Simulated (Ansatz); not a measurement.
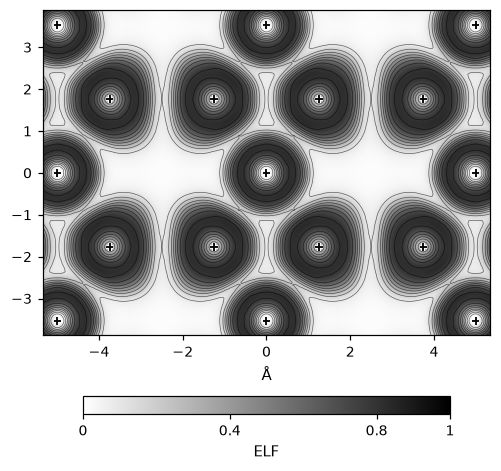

The ELF on a plane through atoms (crosses mark nuclei in the plane).

The calculation used Ansatz, DFT PBE, scalar-relativistic, plane waves, PAW.

Candidates:
A. HfO$_{2}$, a = 4.93 Å, b = 4.93 Å, c = 4.93 Å, α = 90.00°, β = 90.00°, γ = 90.00°. Space group Fm-3m; computed pressure about 30 GPa in this cell.
B. ZrO$_{2}$, a = 4.99 Å, b = 4.99 Å, c = 4.99 Å, α = 90.00°, β = 90.00°, γ = 90.00°. Space group Fm-3m; computed pressure about 20 GPa in this cell.
C. TaN, a = 4.42 Å, b = 4.42 Å, c = 4.42 Å, α = 90.00°, β = 90.00°, γ = 90.00°. Space group Fm-3m.

> Which system is this?

Candidate B: ZrO$_{2}$ on the (101) plane of the conventional cell, which holds Zr and O. Zr–O (2.16 Å): the ELF peaks at about 0.85 in the valence shell of O, 0.6 Å from its nucleus, and drops to about 0.20 between the two atoms: no shared electron pair shows on this line.
